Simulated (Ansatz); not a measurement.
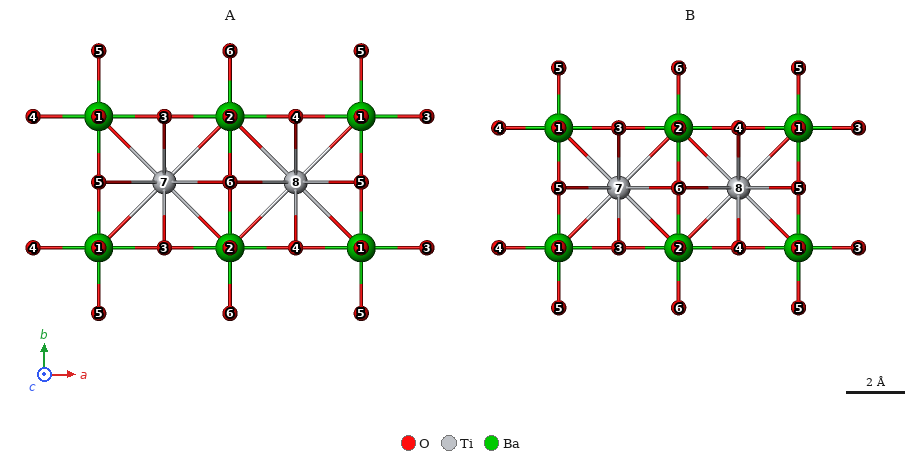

Two geometries of solid BaTiO3 (set up in Pm-3m), drawn at one scale. One is the start of a relaxation, the other its converged end. Style: ball-and-stick. Shown: the cell of the calculation, along the c axis.

Theory: DFT, PAW plane waves, r2SCAN (Ansatz). Settings: plane-wave cutoff 500 eV; k-point mesh 3 × 6 × 6; occupations fermi dirac; smearing width 0.1 eV; collinear spin; cell and atoms relaxed; at most 40 steps.

Question: Which geometry has the lower energy?

Answer: Structure A is the relaxed one. The start is a measured structure. After 5 accepted moves (7 points after the start) the energy has fallen by 378 meV per atom. All forces vanish by symmetry, so only the cell relaxes. Pressure: 34.74 GPa at the start and 0.02 GPa at the end. At 2 points the geometry stayed and the basis and grid were re-selected for the new cell (energy shift of 3.6 meV per atom at most each time). No atom moves by more than 0.005 Å relative to the cell. Cell: a 8.285 → 9.071 Å (+9.5 %), b = c 4.143 → 4.536 Å (+9.5 %). Volume +31.2 %. Among the contacts that change: Ba–Ti 3.588 → 3.928 Å, O–Ti 2.929 → 3.207 Å, Ba–O 2.071 → 2.268 Å. The space group stays Pm-3m (No. 221). The run took 4.9 min on 2 threads of Arm Neoverse V2, on a shared host, peak memory 1.1 GiB.

Ba sits on the octahedral site here and Ti on the 12-fold one, the reverse of the real perovskite.
